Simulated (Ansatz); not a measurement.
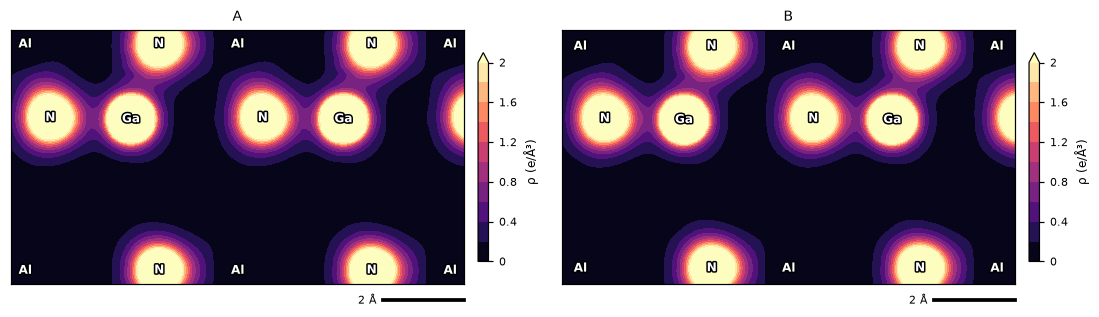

AlGa₃N₄. The valence charge density (pseudo) of two cells that differ in size, on the (010) plane of each (indices in the axes of the calculation cell), at one length scale and on one colour scale; one has 11.1 and the other 11.8 Å³ an atom.

Space group Pm; a structure from a database of computed crystals, not necessarily the ambient phase.

Level of theory: Ansatz 0.2.0, DFT r2SCAN, scalar-relativistic, plane waves, PAW.

Core electrons are frozen (PAW), and the valence fields are smoothed inside the atomic spheres.

The larger cell:

```yaml
crystal:
  lattice:
    - [5.24141, 0.00000, 0.00024]
    - [0.00000, 3.22471, 0.00000]
    - [-0.00353, 0.00000, 5.58389]
  atoms:
    - { symbol: Al, position: [0.00031, 0.50000, 0.66718] }
    - { symbol: Ga, position: [0.49922, 0.50000, 0.33493] }
    - { symbol: Ga, position: [0.49939, 0.00000, 0.83160] }
    - { symbol: Ga, position: [0.99984, 0.00000, 0.16633] }
    - { symbol: N, position: [0.11954, 0.50000, 0.34064] }
    - { symbol: N, position: [0.11735, 0.00000, 0.82590] }
    - { symbol: N, position: [0.62037, 0.00000, 0.16626] }
    - { symbol: N, position: [0.63158, 0.50000, 0.66716] }
```

The smaller cell: a = 5.139 Å, b = 3.163 Å, c = 5.477 Å, α = 90.00°, β = 90.04°, γ = 90.00°.

**Which is the denser cell? Describe the effect of the change.**

Panel B is the smaller cell, by 6 % in volume. From the larger cell to the smaller, Ga–N goes from 1.99 to 1.95 Å, and the density at its midpoint from 0.67 to 0.76 e/Å³; Al–N goes from 1.93 to 1.89 Å, and the density at its midpoint from 0.66 to 0.7 e/Å³; the pressure goes from −10 to 0.0 GPa; the Kohn–Sham gap goes from 2.5 eV to 2.9 eV.
